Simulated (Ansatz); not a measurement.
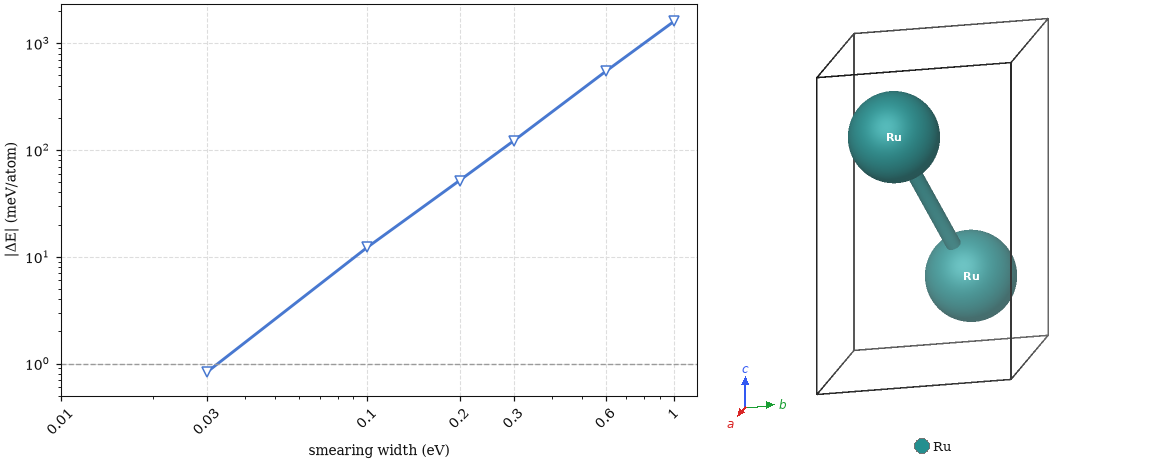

Beside the plot: the structure in its conventional cell.

One cell, run at 7 values of the smearing width.
System: Ru (P6_3/mmc, 2 atoms in the cell).
Method: Ansatz 0.2.0, DFT, LDA (PW92), plane waves (420 eV) with PAW, scalar-relativistic; 13×13×8 k-mesh, Fermi–Dirac smearing.
ΔE is the free energy less its value at the smallest setting, 0.01 eV.
Dashed lines or grey bands mark the tolerance: 1 meV/atom.
On logarithmic panels, open markers lie below the reference value and filled ones above.

Q: What is enough for the free energy to 1 meV/atom?

A: The free energy is within 1 meV/atom of the smallest setting's value from 0.03 eV down. It is off by 1600 meV/atom at 1 eV, 120 meV/atom at 0.3 eV and 12 meV/atom at 0.1 eV (always below it). The free energy falls with the width because it holds the −TS term of the fractional occupations.
